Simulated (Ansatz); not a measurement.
# BaWO4 (I4_1/a): band gap by G0W0 on r2SCAN, part 2 of 3

How far does one-shot GW move the r2SCAN gap of BaWO4 (I4_1/a)?

Ansatz 0.2.0; r2SCAN, then G0W0 on it, plane waves, PAW. Known limits of the many-body steps: finite bands, screening cutoff and k mesh; no spin-orbit coupling in G0W0.

So far. Step 2 (Bands along the symmetry lines): Over mesh and path the gap is 5.158 eV, from k = Γ to k = (0.500, 0.500, -0.500). The least direct gap found is 5.181 eV, at k = Γ.

## Step 3: G0W0 on the 4×4×4 mesh

G0W0 replaces the xc potential by a self-energy built once from the orbitals of the start. Levels are corrected in the window of bands that the input names, at points of the mesh.

This step: G0W0 on r2SCAN, plane waves, PAW.

input.yaml reads:

```yaml
crystal:
  lattice:
    - [-2.833365905, 2.833365905, 6.36926687]
    - [2.833365905, -2.833365905, 6.36926687]
    - [2.833365905, 2.833365905, -6.36926687]
  atoms:
    - { symbol: Ba, position: [0.25, 0.75, 0.5] }
    - { symbol: Ba, position: [0.5, 0.5, 0.0] }
    - { symbol: W, position: [0.75, 0.25, 0.5] }
    - { symbol: W, position: [0.0, 0.0, 0.0] }
    - { symbol: O, position: [0.15214477, 0.04689186, 0.35623995] }
    - { symbol: O, position: [0.69065191, 0.79590482, 0.64376005] }
    - { symbol: O, position: [0.05934809, 0.45409518, 0.85623995] }
    - { symbol: O, position: [0.54590482, 0.40214477, 0.60525291] }
    - { symbol: O, position: [0.20409518, 0.84785523, 0.89474709] }
    - { symbol: O, position: [0.95310814, 0.30934809, 0.10525291] }
    - { symbol: O, position: [0.79689186, 0.94065191, 0.39474709] }
    - { symbol: O, position: [0.59785523, 0.20310814, 0.14376005] }
kpoints:
  mp_grid: { grid: [4, 4, 4] }
hamiltonian:
  xc: r2scan
scf:
  occupations: { method: fixed }
gw:
  n_empty_bands: 1029
  ecut_chi: 170.0
  qp_bands: [v4, c4]
  qp_kpoints: band_edges
  screening: { model: contour_deformation }
```

Command:

```console
$ ansatz run input.yaml --threads 3 --pin off --max-ram 92160MiB --backend cuda --events-out ev --progress --plain --runs-dir out --devices 1 --max-vram 13GiB
```

Numbers of over 12 decimals in the logs are rounded to 6 here.

The program printed:

```text
GPUs: using 1 of 1 available (devices: 1).
[...]
GPU FFT provider: cuFFT
GPU libraries: cuBLAS 13.8.2, cuFFT 12.4.0, cuSOLVER 12.3.4
Crystal: 12 atoms, lattice volume = 204.529 Å³
Basis set: ecut = 500 eV, 5199 PW (Γ), exchange–correlation on 240×240×240 points (64 copies of the dense FFT grid, shifted against one another)
Bands: 60, of which v1, the nominal top of the filled ones, is band 48 counted from 1 (47 counted from 0)
Symmetry: 8 space group operations
[...]
k-points: 14 of 64
[...]
GPU buffer pool allocated for 216000 grid points (all kernels)
[...]
SCF iter   1: F=—  HF=-37285.697941 eV  |F-HF|=—  |Δ(HF+E_count)|=         —  Δρ=8.25e-3  dr2=1.84e-1  dr2_τ=7.35e-1  ethr=1.77e-3  ⟨swp⟩=4.9  Hψ=3027  notcnv=0  defer=124
[...]
SCF iter   7: F=-37285.866444 eV  HF=-37285.866444 eV  |F-HF|=2.91e-8  |Δ(HF+E_count)|=   4.14e-7  Δρ=4.79e-6  dr2=7.25e-8  dr2_τ=4.81e-9  ethr=1.04e-10  ⟨swp⟩=12.7  Hψ=3741  notcnv=0
SCF 1 converged in 7 iterations: F = -37285.866444 eV  dr2 = 7.25e-8
[...]
NSCF: frozen V_eff on 14 k-points
the band table was solved once the SCF had ended and its energy, with any forces and stress, was formed, with the checks that follow a solve (3214 applications of the Hamiltonian). They found nothing against the state; the energy, forces and stress were not computed again (output.eigenvalues in the input reference)
[...]
G₀W₀ screening: q 1/14
[... further progress lines ...]
[...]
SCF converged after 7 iterations
Free energy (F): -37285.866444 eV
[...]
Internal energy: -37285.866444 eV  (E = F + TS)
E sigma→0 (E₀):  -37285.866444 eV
Fermi energy:    5.400793 eV
[...]
--- Band table (eV; the first three rows and the last of 14) ---
  k-point 0: bands = [... 44 lower, 4.9325, 5.1585, 5.4008, 5.4008, 10.5816, 10.7838, 10.9734, 11.1209, ... 8 higher]
  k-point 1: bands = [... 44 lower, 5.0458, 5.0494, 5.1013, 5.3092, 10.7159, 10.8755, 10.9096, 11.2001, ... 8 higher]
  k-point 2: bands = [... 44 lower, 5.0658, 5.0658, 5.1513, 5.1513, 10.6899, 10.6899, 11.1166, 11.1166, ... 8 higher]
  k-point 13: bands = [... 44 lower, 5.1399, 5.1399, 5.2997, 5.2997, 10.5588, 10.5588, 10.8363, 10.8363, ... 8 higher]
--- G₀W₀: contour deformation, 6 samples at zero and on the imaginary axis and 0 off it, 64 q-points, 1029 empty bands' worth ---
  eigenvalues of the whole cell's RPA ε∞ on this k-mesh (on a slab, of 1 + 4πα/V) = 3.0429, 3.0444, 3.0444; static W/v taken at q = 0 is 0.328519
  bands read: the sum over 1077 bands ends inside a degenerate multiplet in 3 slots, whose members it reads at an even weight; the widest, k=2: bands 1077 to 1078 (counted from 1) at 1/2 each
  gw.qp_kpoints: band_edges: 14 of 14 stored k-points solved, in 1 pass; an edge of the gap read off the rows below is read off those points alone
    ik  band        ε_KS         Σx   Σc(E_QP)       V_xc       Z   E_QP_lin       E_QP  E_QP is
     0    45      4.9325   -25.1298     3.9239   -20.4370  0.7635     4.1562     4.1636  root
     0    46      5.1585   -25.3120     3.9987   -20.5867  0.7613     4.4254     4.4319  root
     0    47      5.4008   -25.6430     3.9711   -20.9717  0.7620     4.6947     4.7006  root
     0    48      5.4008   -25.6430     3.9711   -20.9717  0.7620     4.6947     4.7006  root
     0    49     10.5816   -14.9012    -4.1868   -20.3659  0.8099    11.8740    11.8595  root
     0    50     10.7838   -15.0018    -4.1580   -20.4572  0.8102    12.0962    12.0812  root
     0    51     10.9734   -15.7189    -4.0890   -21.2128  0.8004    12.3970    12.3783  root
     0    52     11.1209   -16.2398    -4.1121   -21.7803  0.8001    12.5687    12.5493  root
     1    45      5.0458   -25.4261     3.9808   -20.6937  0.7632     4.2872     4.2942  root
     1    46      5.0494   -25.1713     4.0050   -20.4115  0.7624     4.2874     4.2945  root
     1    47      5.1013   -25.2392     3.9916   -20.5073  0.7615     4.3542     4.3610  root
     1    48      5.3092   -25.4789     3.9843   -20.7838  0.7613     4.5922     4.5983  root
     1    49     10.7159   -15.2666    -4.0991   -20.6989  0.8064    12.0650    12.0490  root
     1    50     10.8755   -15.9401    -4.0751   -21.4306  0.8010    12.3094    12.2908  root
     1    51     10.9096   -15.5326    -4.1036   -20.9920  0.8056    12.2819    12.2653  root
     1    52     11.2001   -16.5732    -4.0736   -22.1105  0.7968    12.6844    12.6637  root
     2    45      5.0658   -25.1860     3.9736   -20.4676  0.7619     4.3142     4.3211  root
     2    46      5.0658   -25.1860     3.9736   -20.4676  0.7619     4.3142     4.3211  root
     2    47      5.1513   -25.3461     3.9850   -20.6264  0.7615     4.4099     4.4166  root
     2    48      5.1513   -25.3461     3.9850   -20.6264  0.7615     4.4099     4.4166  root
     2    49     10.6899   -15.3492    -4.0394   -20.7378  0.8060    12.0551    12.0391  root
     2    50     10.6899   -15.3492    -4.0394   -20.7378  0.8060    12.0551    12.0391  root
     2    51     11.1166   -16.3722    -4.0823   -21.9004  0.7986    12.5822    12.5624  root
     2    52     11.1166   -16.3722    -4.0823   -21.9004  0.7986    12.5822    12.5624  root
     3    45      4.9257   -25.1172     3.9599   -20.3900  0.7624     4.1511     4.1585  root
     3    46      5.1159   -25.2536     4.0002   -20.5141  0.7617     4.3698     4.3766  root
     3    47      5.2704   -25.4577     3.9944   -20.7466  0.7614     4.5475     4.5538  root
     3    48      5.3424   -25.5739     3.9625   -20.9028  0.7623     4.6278     4.6338  root
     3    49     10.7013   -15.2059    -4.1283   -20.6515  0.8073    12.0341    12.0185  root
     3    50     10.8384   -15.2694    -4.1194   -20.7198  0.8073    12.1853    12.1694  root
     3    51     10.9417   -16.0751    -4.1098   -21.6126  0.7996    12.3887    12.3694  root
     3    52     11.1214   -16.2158    -4.0719   -21.7146  0.7999    12.5675    12.5483  root
     4    45      5.0300   -25.2187     3.9648   -20.5001  0.7626     4.2691     4.2762  root
     4    46      5.0857   -25.2420     3.9712   -20.5265  0.7621     4.3347     4.3416  root
     4    47      5.2381   -25.4214     3.9944   -20.7074  0.7612     4.5122     4.5186  root
     4    48      5.2762   -25.5708     3.9495   -20.9006  0.7631     4.5493     4.5556  root
     4    49     10.6843   -15.3344    -4.0604   -20.7405  0.8061    12.0461    12.0300  root
     4    50     10.8579   -15.7155    -4.0549   -21.1578  0.8028    12.2628    12.2452  root
     4    51     10.9984   -16.0127    -4.0889   -21.5115  0.8015    12.4267    12.4083  root
     4    52     11.1195   -16.2835    -4.0655   -21.7836  0.7991    12.5735    12.5540  root
[...]
12    49     10.6754   -15.2743    -4.0935   -20.7072  0.8065    12.0307    12.0147  root
    12    50     10.8807   -15.1677    -4.0659   -20.5603  0.8082    12.2230    12.2074  root
    12    51     10.8822   -15.5329    -4.0494   -20.9509  0.8042    12.2679    12.2509  root
    12    52     10.9784   -16.1680    -4.1223   -21.7034  0.8002    12.4103    12.3914  root
    13    45      5.1399   -25.3449     3.9735   -20.6454  0.7612     4.4075     4.4139  root
    13    46      5.1399   -25.3449     3.9735   -20.6454  0.7612     4.4075     4.4139  root
    13    47      5.2997   -25.5693     3.9844   -20.8666  0.7624     4.5750     4.5813  root
    13    48      5.2997   -25.5693     3.9844   -20.8666  0.7624     4.5750     4.5813  root
    13    49     10.5588   -14.1498    -4.0675   -19.4473  0.8147    11.8015    11.7887  root
    13    50     10.5588   -14.1498    -4.0675   -19.4473  0.8147    11.8015    11.7887  root
    13    51     10.8363   -15.3988    -4.1545   -20.8881  0.8066    12.1873    12.1710  root
    13    52     10.8363   -15.3988    -4.1545   -20.8881  0.8066    12.1873    12.1710  root
```

It took 4.6 min on 1 × NVIDIA H100 80GB HBM3 (shared by 6 runs) with 3 threads of AMD EPYC 7R13 (Zen 3), shared host; peak memory 4.8 GiB.

This step gave:

```yaml
bands_summed: 1077
rpa_eps_infinity_on_this_mesh_eigenvalues: 3.043, 3.044, 3.044
plane_waves_in_the_screening_matrix: 1009
q_points_in_the_mesh: 64
g0w0_gap_over_the_corrected_points: 7.088 eV
k_of_the_valence_top: 0, 0, 0
k_of_the_conduction_bottom: -0.5, -0.5, -0.5
starting_gap_on_the_mesh: 5.158 eV
z_at_the_valence_top: 0.7620
z_at_the_conduction_bottom: 0.8147
least_direct_g0w0_gap_over_the_corrected_points: 7.159 eV
```

Over all 14 irreducible mesh points the G0W0 gap is 7.088 eV, from k = Γ to k = (-0.500, -0.500, -0.500). The r2SCAN gap of this run on the mesh is 5.158 eV. The two states that bound the G0W0 gap lie that far apart at the start, so the correction of the gap is 7.088 − 5.158 = +1.930 eV. The start of this run differs from the step before in mesh (6×6×6 and 4×4×4).

Labels follow the order of the start: v1 is the top filled band, c1 the lowest empty one; levels that stay degenerate share a row, the window can cut a multiplet, doubted levels are not marked in this list, bands outside the window were not corrected, and the list may be a part of the corrected levels. The levels before and after the correction (eV, zero at the valence-band top of each column):

```csv
,conduction bottom,valence top
Kohn-Sham,5.16,0.00
G0W0,7.09,0.00
```

```csv
,level,occupation,energy (eV)
Kohn-Sham,Γ v3,2,-0.242
Kohn-Sham,Γ v2-v1,2,0.000
Kohn-Sham,Γ c1,0,5.181
Kohn-Sham,Γ c2,0,5.383
Kohn-Sham,Γ c3,0,5.573
Kohn-Sham,(-0.5 -0.5 -0.5) v3,2,-0.261
Kohn-Sham,(-0.5 -0.5 -0.5) v2-v1,2,-0.101
Kohn-Sham,(-0.5 -0.5 -0.5) c1-c2,0,5.158
Kohn-Sham,(-0.5 -0.5 -0.5) c3,0,5.435
G0W0,Γ v3,2,-0.269
G0W0,Γ v2-v1,2,0.000
G0W0,Γ c1,0,7.159
G0W0,Γ c2,0,7.381
G0W0,Γ c3,0,7.678
G0W0,(-0.5 -0.5 -0.5) v3,2,-0.287
G0W0,(-0.5 -0.5 -0.5) v2-v1,2,-0.119
G0W0,(-0.5 -0.5 -0.5) c1-c2,0,7.088
G0W0,(-0.5 -0.5 -0.5) c3,0,7.470
```

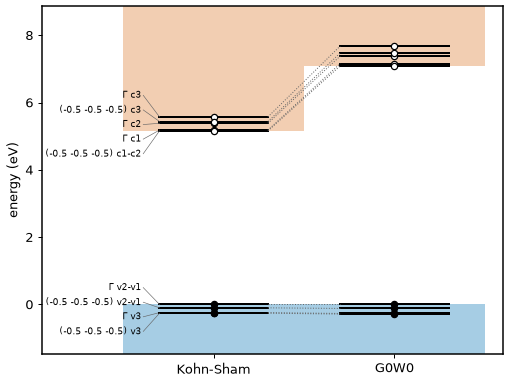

Levels before and after the correction. Shaded: valence and conduction bands. Filled marks are occupied levels, open marks empty ones.

The parts of the quasiparticle energy for the two states that bound the G0W0 gap, in eV on the run's own scale (QP = start + Σx + Σc − Vxc, with Σc at the quasiparticle energy):

```csv
edge,k,band,start,Σx,Σc,Vxc,Z,QP
valence top,Γ,47,5.401,−25.643,3.971,−20.972,0.762,4.701
conduction bottom,"(-0.500, -0.500, -0.500)",49,10.559,−14.150,−4.067,−19.447,0.815,11.789
```

[end of part 2 of 3]

[Paths, hosts, dates, memory and timing lines, banners, echoed tables and standing remarks are left out of the program output.]

[Logs are printed without paths, hosts, clocks, repeated set-up lines and the standing remarks that a program may print on its own settings, such as how far it seeks lower states.]

[Runs of the session that timed out or met a known fault of the program may be left out.]

[Cells called generated may have been cut or substituted from an entry of the Crystallography Open Database or the Materials Project.]

[Hosts, paths, dates, database ids (printed as entryN), source tags and the programs' standing remarks are cut or masked in the printed files.]

[Where an RPA ε∞ is given, it is that of the G0W0 mesh and is not shown converged in it. Names of k-points follow the symmetry that the program found, which can be lower than the space group named. Band edges on a path are those of the sampled points; other points can move an edge, and change direct to indirect where valleys lie close.]

[Hybrid gaps are those of their k-mesh and are not shown converged in it.]
